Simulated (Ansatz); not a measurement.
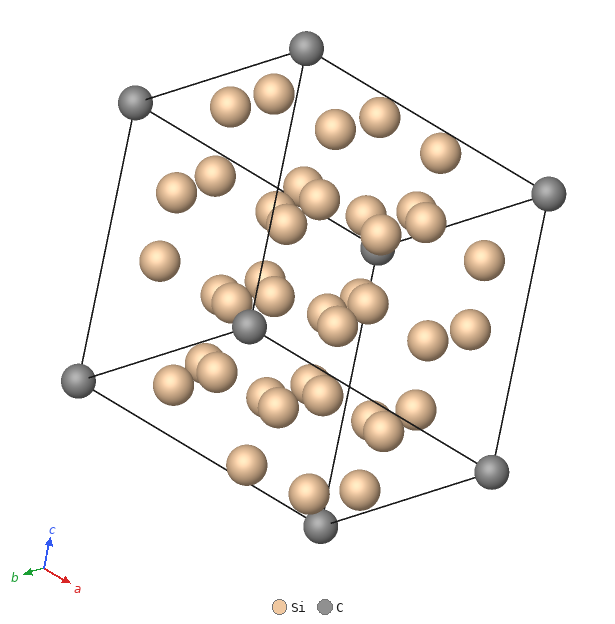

Spheres-only drawing of the structure, looking from a general direction. The simulation cell is drawn as a box. Cell: a = 9.412 Å, b = 9.412 Å, c = 9.412 Å, α = 109.47°, β = 109.47°, γ = 109.47°.

Its composition is Si32C. Cell content 32 Si, 1 C; Z = 1. Around each C lie three Si at about 1.8 Å.

The structure was taken from a structure listed in the Materials Project, repeated into a supercell with a point defect put in. The atoms were relaxed in a fixed cell with DFT PBEsol, scalar-relativistic, plane waves, PAW (Ansatz 0.2.0).
